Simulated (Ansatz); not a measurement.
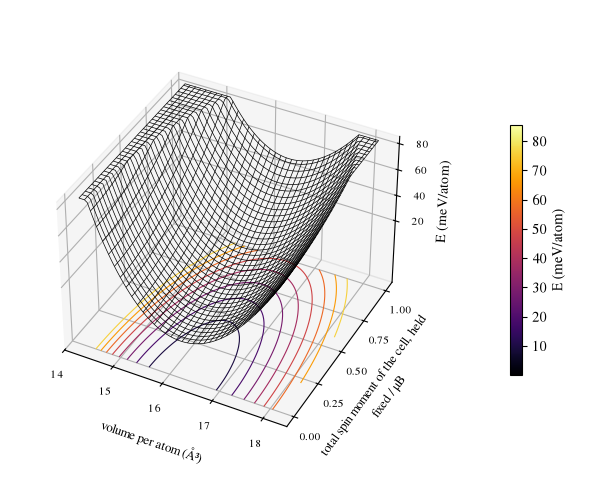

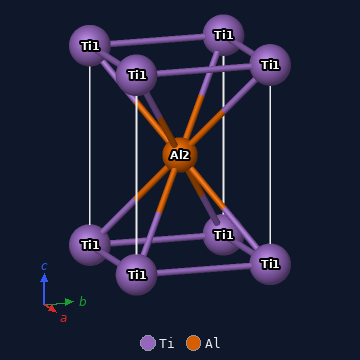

Energy landscape of TiAl (P4/mmm, No. 123; 2 atoms in the cell). The energy is mapped over volume and a fixed ferromagnetic moment. The first coordinate is: volume per atom; the second: total spin moment of the cell, held fixed. Nothing is relaxed (shape and fractional coordinates fixed). The grid has 7 × 9 points. Points are written as (first, second). Energies are in meV/atom, from the lowest grid point. The moment is held fixed and parallel; antiferromagnetic orders weren't tried. These are results of DFT PBE, scalar-relativistic, plane waves, PAW (Ansatz), not measurements. Settings: cutoff 520 eV, k-mesh 18×18×12 in the order of the run's cell vectors, gaussian smearing 0.15 eV.

Drawn: a relief with its contours projected below, any walls above the top of the colour scale cut off. Between grid points the surface is interpolated. The second picture is the structure at the lowest point.

> Describe this landscape.

The lowest grid point is at (16.23 Å³, 0.000 μB). It lies on the edge of the map, which is a mirror line here (the non-magnetic state). The highest grid point, (14.28 Å³, 1.000 μB), lies 172 meV/atom above the lowest.

Grid values (meV/atom):

| second ↓, first → | 14.28 | 14.93 | 15.58 | 16.23 | 16.88 | 17.53 | 18.18 |
| --- | --- | --- | --- | --- | --- | --- | --- |
| 1.000 | 172 | 106 | 68 | 52 | 56 | 74 | 105 |
| 0.875 | 154 | 90 | 53 | 39 | 44 | 64 | 96 |
| 0.750 | 140 | 77 | 41 | 28 | 34 | 55 | 88 |
| 0.625 | 127 | 66 | 31 | 19 | 26 | 48 | 82 |
| 0.500 | 118 | 57 | 23 | 12 | 19 | 42 | 77 |
| 0.375 | 111 | 50 | 17 | 7 | 15 | 38 | 73 |
| 0.250 | 106 | 46 | 13 | 3 | 11 | 35 | 71 |
| 0.125 | 103 | 43 | 11 | 1 | 9 | 33 | 69 |
| 0.000 | 102 | 42 | 10 | 0 | 9 | 32 | 68 |

The whole map (63 points run) took 30 min on 2 threads of Arm Neoverse N1, on a shared host.

PAW datasets: the set soft_1.
